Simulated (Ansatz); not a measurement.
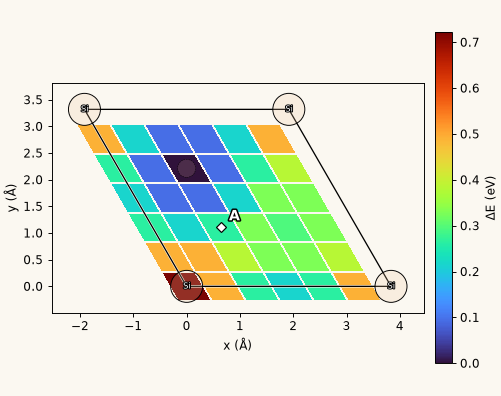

Si on a Si(111) slab cut from the Fd-3m phase, its upper half relaxed before the scan (16 atoms of substrate and one adsorbate in a 2 × 2 cell). 
- Si is moved over the surface cell at a fixed height above a rigid substrate; the origin of the map has the adsorbate above Si13; the height is held at 2.20 Å.
- Places are given modulo a cell vector. The map is drawn in real space over the plane of the surface.
- Grid: 6 × 6 points; 10 points were computed and 26 follow by symmetry.
- Places are given in fractions of the 1 × 1 surface cell.
- Energies are in eV, from the lowest grid point.
- Energies and slopes of some neighbouring points disagree (a jump in structure or state, or too coarse a mesh). The magnetic moment jumps between some neighbouring points. At a fixed height the lowest place need not be the adsorption site.
- Computed with Ansatz 0.2.0, DFT PBE+D3(BJ), scalar-relativistic, plane waves, PAW. Settings: cutoff 420 eV, k-mesh 6×6×1, gaussian smearing 0.05 eV, spin-polarised.

The picture shows one coloured cell a grid point, labelled circles for the atoms of the top layer and small ones for the second layer, the outline of one cell of the plane, the point A.

### Which way does the force act at A, and how strong is it?

A, at (2/6, 2/6) of the cell vectors, is not a stationary point. The computed force is 0.28 eV/Å in the plane, pointing up and left in the picture (components −0.14 and 0.24 eV/Å).

PAW datasets: the set soft_1.
